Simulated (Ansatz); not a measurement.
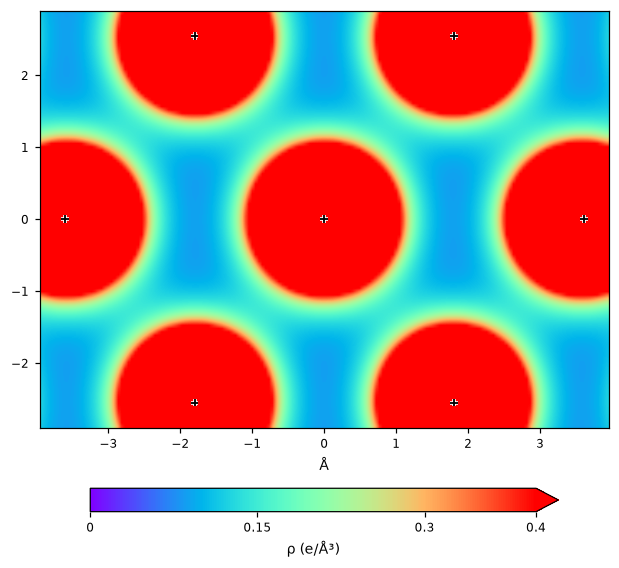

The valence pseudo-density on a plane through atoms (crosses mark nuclei in the plane).

Method: Kohn-Sham DFT of a periodic cell, PBE, Ansatz PAW in Ansatz 0.2.0.

Candidates:
A. Cd, a = 3.61 Å, b = 3.61 Å, c = 3.61 Å, α = 90.00°, β = 90.00°, γ = 90.00°. Space group Im-3m; a structure from a database of computed crystals, not necessarily the ambient phase.
B. Ti, a = 4.57 Å, b = 4.57 Å, c = 2.83 Å, α = 90.00°, β = 90.00°, γ = 120.00°. Space group P6/mmm; a structure from a database of computed crystals, not necessarily the ambient phase.
C. Co, a = 2.50 Å, b = 2.50 Å, c = 8.08 Å, α = 90.00°, β = 90.00°, γ = 120.00°. Space group P6₃/mmc; a structure from a database of computed crystals, not necessarily the ambient phase; spin-polarised.

> Which system is this?

Candidate A: Cd on the (101) plane of the conventional cell, which holds Cd. Cd–Cd (3.12 Å): ρ at the midpoint is about 0.15 e/Å³.
